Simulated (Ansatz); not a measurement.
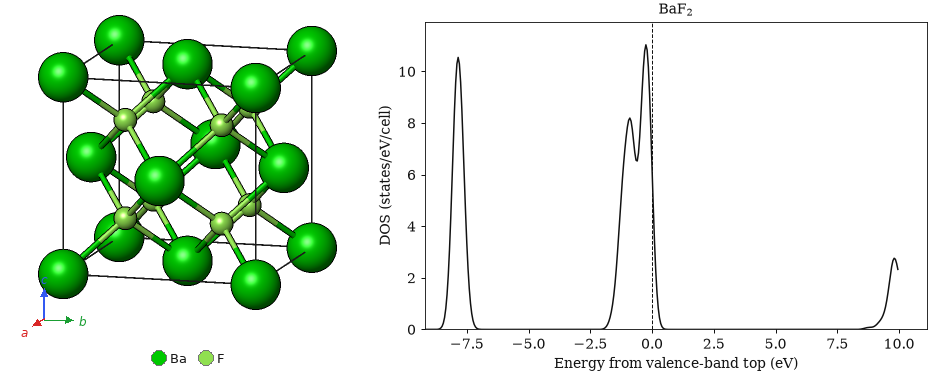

Density of states, beside the structure. Energies are counted from the top of the valence band. The curve is built from the levels of the k mesh with Gaussians 0.4 eV wide, which also blur the band edges.

System: BaF₂, space group Fm-3m (No. 225), 3 atoms in the cell.

```cif
data_structure
_symmetry_space_group_name_H-M 'P 1'
_symmetry_Int_Tables_number 1
_cell_length_a 4.3800
_cell_length_b 4.3800
_cell_length_c 4.3800
_cell_angle_alpha 60.000
_cell_angle_beta 60.000
_cell_angle_gamma 60.000
_cell_volume 59.42
loop_
_atom_site_label
_atom_site_type_symbol
_atom_site_fract_x
_atom_site_fract_y
_atom_site_fract_z
_atom_site_occupancy
Ba1 Ba 0.00000 0.00000 0.00000 1
F1 F 0.25000 0.25000 0.25000 1
F2 F 0.75000 0.75000 0.75000 1
```

Computed with Ansatz: DFT, HSE06, plane waves, PAW, no spin polarisation, 4×4×4 k mesh, 420 eV cutoff.

**Metal or insulator, going by the density of states?**

There is a gap; over the k points computed it is 8.77 eV (indirect; the smallest direct gap is 8.88 eV).

**How wide is the upper valence band?**

The upper group of valence states starts about 1.6 eV under the valence-band top, with a gap beneath it; it holds about 12 electrons a cell.

The k mesh is coarse, so the curve is spiky and fine features aren't converged.
